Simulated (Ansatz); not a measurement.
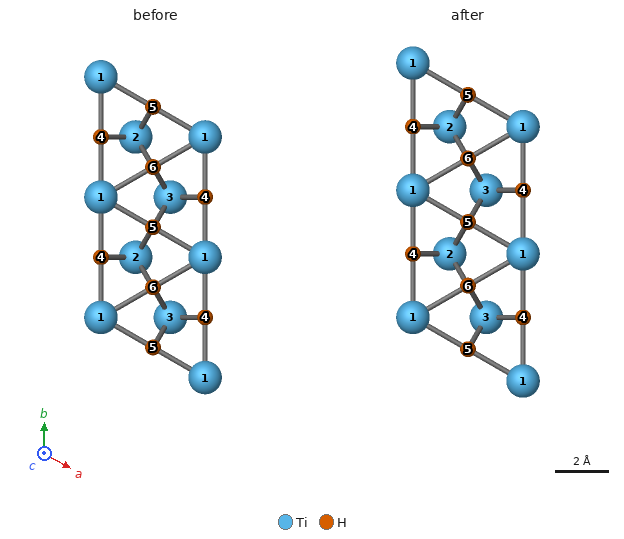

The structure of solid TiH (set up in P6/mmm) (coarse preliminary run) before (left) and after (right) a relaxation, at one scale.

The picture is a ball-and-stick view of the cell of the calculation, repeated 1 × 2 × 1 with one cell outlined, seen along the c axis.

Case: 3 H put on empty site 1 of 1 host cells, relaxed.

Theory: DFT r2SCAN, scalar-relativistic, plane waves, PAW in Ansatz. Settings: plane-wave cutoff 500 eV; k-point mesh 6 × 6 × 6; occupations gaussian; smearing width 0.1 eV; no spin polarisation; cell and atoms relaxed; force threshold 0.0325 eV/Å; at most 70 steps.

Q: What changed between the two?

A: The energy falls by 53.6 meV per atom in 3 accepted moves (4 points after the start). All forces vanish by symmetry, so only the cell relaxes. Pressure: 15.14 GPa at the start and 0.03 GPa at the end. The SCF was repeated once at an unchanged geometry on a basis and grid sized afresh for the cell, which shifted the energy by 0.8 meV per atom at most. No atom moves by more than 0.005 Å relative to the cell. Cell: a = b 4.568 → 4.828 Å (+5.7 %), c 2.824 → 2.780 Å (−1.6 %). Volume +10.0 %. Near-neighbour distances that change, for instance: Ti2–Ti3 2.637 → 2.788 Å, Ti1–H4 2.284 → 2.414 Å, Ti1–Ti2 2.991 → 3.115 Å, Ti1–Ti1 2.824 → 2.780 Å. Bond angles that change, for instance: Ti2–H6–Ti3 86.1° → 90.2°, Ti2–H6–Ti2 93.9° → 89.8°. The space group stays P6/mmm (No. 191). Cost: 15 s on 2 threads of Arm Neoverse V2, with other jobs on the host, peak memory 0.49 GiB.

Limits of the set-up: the k-point mesh is coarse for a cell with partly filled bands.
